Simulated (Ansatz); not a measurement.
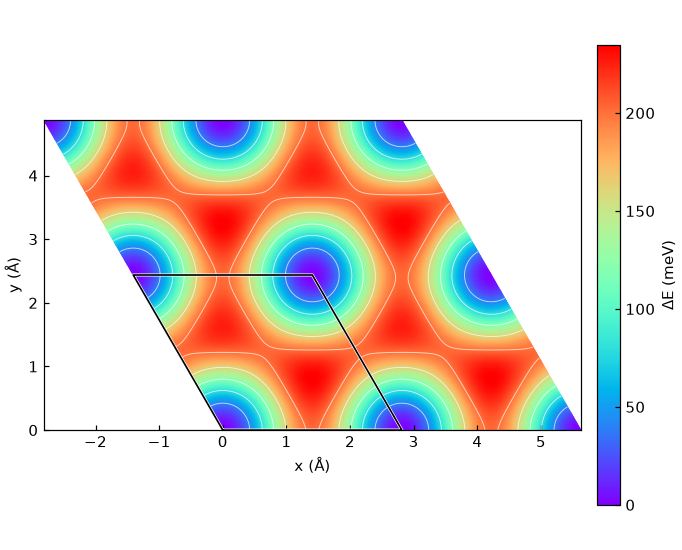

H on an Al(001) slab cut from the P6_3/mmc phase, its upper half relaxed before the scan (36 atoms of substrate and one adsorbate in a 2 × 2 cell). H is moved over the surface cell at a fixed height above a rigid substrate; the origin of the map has the adsorbate above Al33; the height is held at 2.50 Å. Places are given modulo a cell vector. The map is drawn in real space over the plane of the surface. The scan uses a 6 × 6 grid; 10 points were computed and 26 follow by symmetry. Places are given in fractions of the 1 × 1 surface cell. Energies: meV, counted from the lowest grid point. The runs have no spin polarisation, so an open-shell adsorbate far from the surface lies too high. At a fixed height the lowest place need not be the adsorption site. This map comes from DFT PBE+D3(BJ), scalar-relativistic, plane waves, PAW in Ansatz 0.2.0. Settings: cutoff 420 eV, k-mesh 6×6×1, gaussian smearing 0.1 eV, no spin polarisation.

Drawn: a smooth colour map with a few white contour lines, the outline of one cell of the 2 × 2 shown. Between grid points the surface is interpolated.

The lowest grid point is at the top site over a surface Al atom, (0/6, 0/6) of the cell vectors. It is the only kind of minimum in the scanned range. The highest grid point, a threefold hollow over a second-layer Al atom, (4/6, 2/6) of the cell vectors, lies 235 meV above the lowest. On the interpolated surface the easiest way out of the lowest well to its copy in the next cell or period passes a barrier of about 200 meV. At the lowest point the adsorbate has 1 Al at 2.50 Å as nearest neighbours, at the highest 3 Al at 2.98 Å.

The scan is repeated with another setting: the height is held at 3.30 Å; all else is set up alike.

What does this change do to the map?

The lowest place stays at the top site over a surface Al atom, (0/6, 0/6) of the cell vectors. The span from the lowest to the highest grid point shrinks from 235 to 47 meV. The easiest pass out of the lowest well goes from about 200 to about 41 meV on the interpolated surfaces. In the new map: at the lowest point the adsorbate has 1 Al at 3.30 Å as nearest neighbours, at the highest 3 Al at 3.68 Å.

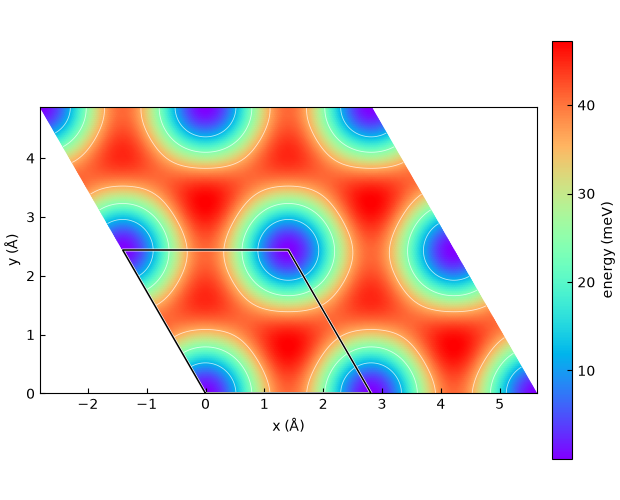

The map after the change, on a colour scale of its own. In the figure: a smooth colour map with a few white contour lines, the outline of one cell of the 2 × 2 shown. Between grid points the surface is interpolated.

PAW datasets: the set soft_1.
